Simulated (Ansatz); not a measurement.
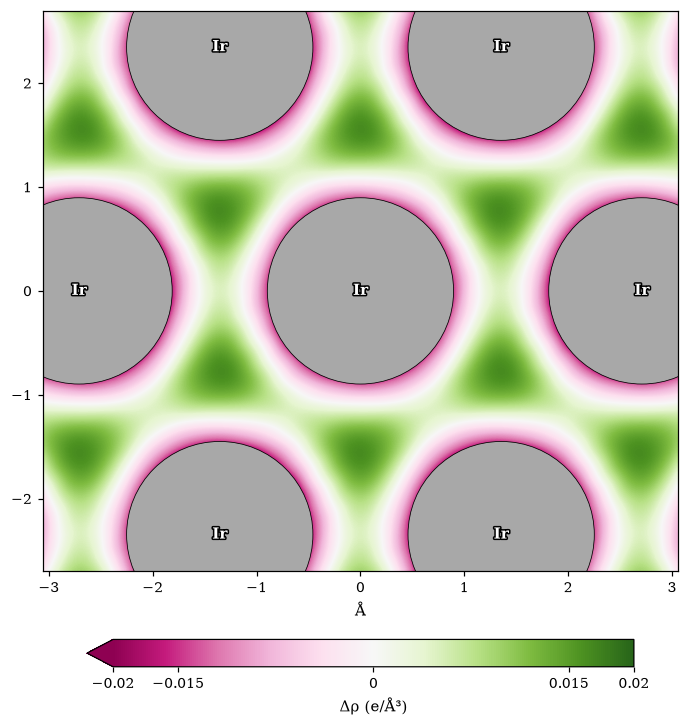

Ir. Difference of the valence pseudo-densities of two functionals at the same geometry, on the (001) plane of the calculation cell: one of B3LYP and HF less the other.

Both computed with Ansatz (plane waves, PAW), on the same k-point mesh. Grey discs cover the atomic cores.

Which was subtracted from which, and what does the map show?

It is HF less B3LYP. Against B3LYP, HF gives a change of +0.005 e/Å³ at the midpoint of Ir–Ir.
